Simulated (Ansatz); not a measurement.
Given this structure:

```cif
data_structure
_symmetry_space_group_name_H-M 'P 1'
_symmetry_Int_Tables_number 1
_cell_length_a 4.1244
_cell_length_b 4.1244
_cell_length_c 8.1581
_cell_angle_alpha 90.000
_cell_angle_beta 90.000
_cell_angle_gamma 90.000
_cell_volume 138.77
loop_
_atom_site_label
_atom_site_type_symbol
_atom_site_fract_x
_atom_site_fract_y
_atom_site_fract_z
_atom_site_occupancy
Ti1 Ti 0.50000 0.00000 0.75000 1
Ti2 Ti 0.50000 0.50000 0.50000 1
Ti3 Ti 0.00000 0.50000 0.75000 1
O1 O 0.50000 0.00000 0.50000 1
O2 O 0.00000 0.00000 0.74440 1
O3 O 0.00000 0.50000 0.50000 1
O4 O 0.50000 0.50000 0.75560 1
Ti4 Ti 0.00000 0.50000 0.25000 1
Ti5 Ti 0.00000 0.00000 0.00000 1
Ti6 Ti 0.50000 0.00000 0.25000 1
O5 O 0.00000 0.50000 0.00000 1
O6 O 0.50000 0.50000 0.24440 1
O7 O 0.50000 0.00000 0.00000 1
O8 O 0.00000 0.00000 0.25560 1
```

Characterise the structure given above.

Answer. Its composition is Ti$_{3}$O$_{4}$. It belongs to space group I4/mmm (No. 139) and has a body-centred tetragonal lattice. Counting shared atoms by their share gives 6 Ti, 8 O, or 14 atoms. By contacts within bonding range, the coordination numbers are Ti 14 and O 4 to 5 (mean 4.5).

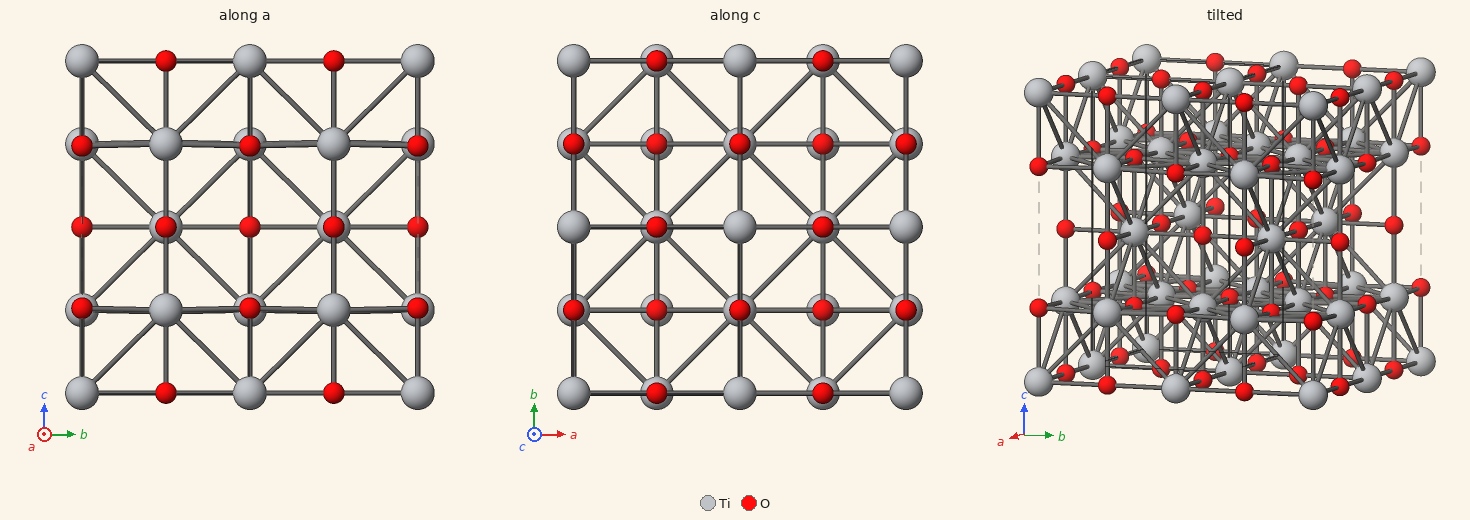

Drawn in the ball-and-stick manner and seen along the a axis, along the c axis and slightly off an axis. The drawing covers 2×2×1 cells, and the solid lines enclose one conventional unit cell.

Its origin is a structure listed in the Materials Project. The geometry was optimised with DFT r2SCAN, scalar-relativistic, plane waves, PAW (Ansatz 0.2.0).
